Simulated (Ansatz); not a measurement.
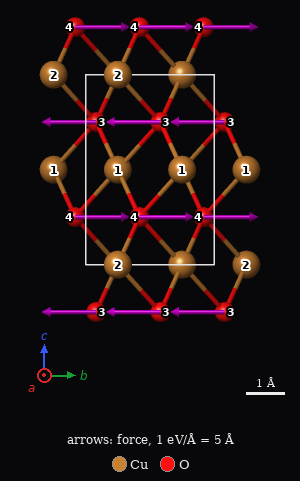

Starting geometry of a crystal of CuO (set up in C2/c) with the computed forces as purple arrows. Style: ball-and-stick. Shown: the conventional cell (2 times the calculation's cell), along the a axis. Lengths and directions refer to the drawn axes.

The run lets cell and atoms move.

These are results of Kohn-Sham DFT of a periodic cell, r2SCAN0, Ansatz PAW (Ansatz), not measurements.

Input file:
```yaml
crystal:
  lattice:
    - [2.34185, -1.7113, 0.0]
    - [2.34185, 1.7113, 0.0]
    - [-0.8500274268, 0.0, 5.0578693947]
  atoms:
    - { symbol: Cu, position: [0.5, 0.0, 0.5] }
    - { symbol: Cu, position: [0.0, 0.5, 0.0] }
    - { symbol: O, position: [0.4184, 0.5816, 0.75] }
    - { symbol: O, position: [0.5816, 0.4184, 0.25] }
hamiltonian:
  xc: r2scan0
  pseudopotentials: { kind: paw }
kpoints:
  mp_grid: { grid: [5, 5, 3] }
scf:
  occupations: { method: fermi_dirac, width: 0.05 }
output:
  forces: true
  stress: true
relax:
  f_tol: 0.01
  max_steps: 40
  cell: { stress_tol: 0.05 }
```

Launched with:
```bash
ansatz run input.yaml --threads 2 --pin off --max-ram 5632MiB --backend cpu --events-out ev --progress --plain --runs-dir out
```

Question: Is this structure relaxed? If not, where do the atoms go?

Answer: It isn't relaxed: the largest force vector, on O atoms, is 0.29 eV/Å. The atoms end up moving mostly along the starting forces (cosine between the two patterns 1.00). After 8 accepted moves (12 points after the start) the energy has fallen by 10.1 meV per atom. Largest force component: 0.29 eV/Å at the start, 0.001 eV/Å at the end. Pressure: −4.37 GPa at the start and −0.01 GPa at the end. The line search rejected the trial steps at points 6, 8 of the run. At 2 points the geometry stayed and the basis and grid were re-selected for the new cell (energy shift of 0.3 meV per atom at most each time). The largest moves relative to the cell, 0.15 Å, are those of O3 and O4. O4 goes along +b. Cu stays in place. The volume changes by +1.4 %, with a 4.684 → 4.467 Å (−4.6 %), b 3.423 → 3.619 Å (+5.7 %), c 5.129 → 5.119 Å (−0.2 %), β 99.5° → 96.2°. Near-neighbour distances that change, for instance: Cu1–O3 1.951 → 1.919 Å, Cu1–O3 (another image) 1.961 → 1.941 Å. Among the angles between lasting bonds that change: Cu1–O4–Cu2 145.8° → 134.1°, Cu1–O4–Cu2 108.8° → 113.5°, Cu1–O4–Cu2 104.0° → 108.6°. The space group stays C2/c (No. 15).

Limits of the set-up: the k-point mesh is coarse for a cell with partly filled bands.
